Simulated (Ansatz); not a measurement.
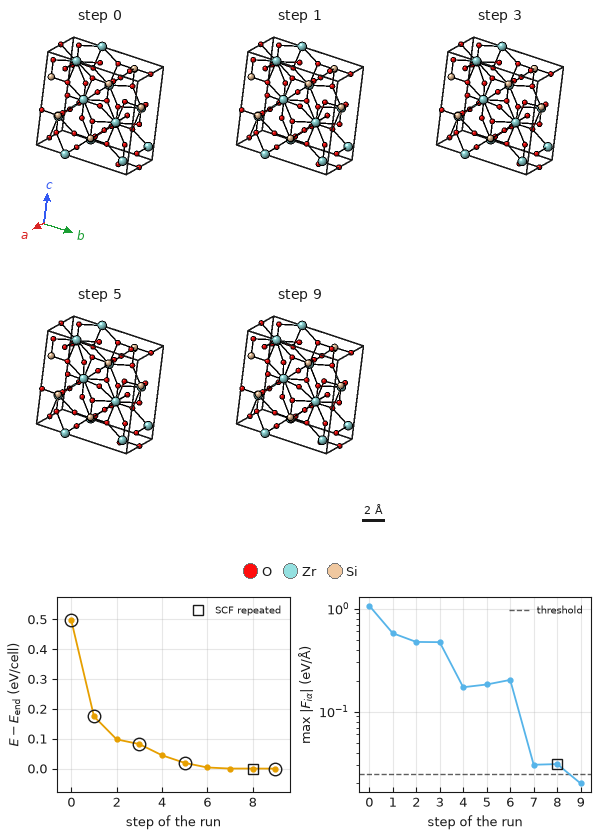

Frames of a relaxation of a defect cell of composition Zr7Si8O33, marked on the history of the run. The picture is a ball-and-stick view of the cell of the calculation (origin shifted), seen slightly off an axis.

Case: O on a Zr site (a), charge +0, atoms relaxed at the host's cell.

These are results of DFT PBE, scalar-relativistic, plane waves, PAW (Ansatz), not measurements. (plane-wave cutoff 420 eV; k-point mesh 2 × 2 × 2; occupations gaussian; smearing width 0.01 eV; mesh shifted by (0.5, 0.5, 0.5); no spin polarisation; atoms relaxed in a fixed cell; force threshold 0.025 eV/Å; at most 45 steps)

**What happens along the run?**

The largest moves, 0.21 Å, are those of O atoms. Largest moves by element: O 0.21 Å, Si 0.08 Å, Zr 0.03 Å. The lattice vectors keep their values. Some distances before and after: O–Zr 2.283 → 2.195 Å, O–Zr 2.153 → 2.077 Å, O–Zr 2.283 → 2.224 Å, O–Zr 2.153 → 2.211 Å. Among the angles between lasting bonds that change: O–Si–O 97.0° → 109.0°, Zr–O–Si 149.7° → 161.2°, Zr–O–Si 99.0° → 102.7°. Over 8 accepted moves (9 points after the start) the energy falls by 0.497 eV per cell of the calculation. The largest force component goes from 1.1 to 0.02 eV/Å. 1 step only repeated the SCF at the same geometry. The run may lie on a higher electronic state than the lowest, so the end point isn't shown to be the ground-state structure. From step 0 to 1: O atoms move most (0.05 Å), energy −0.322 eV per cell of the calculation. From step 1 to 3: O atoms move most (0.09 Å), energy −92.8 meV per cell of the calculation. From step 3 to 5: Si atoms move most (0.04 Å), energy −63.0 meV per cell of the calculation. From step 5 to 9: O atoms move most (0.06 Å), energy −19.2 meV per cell of the calculation.
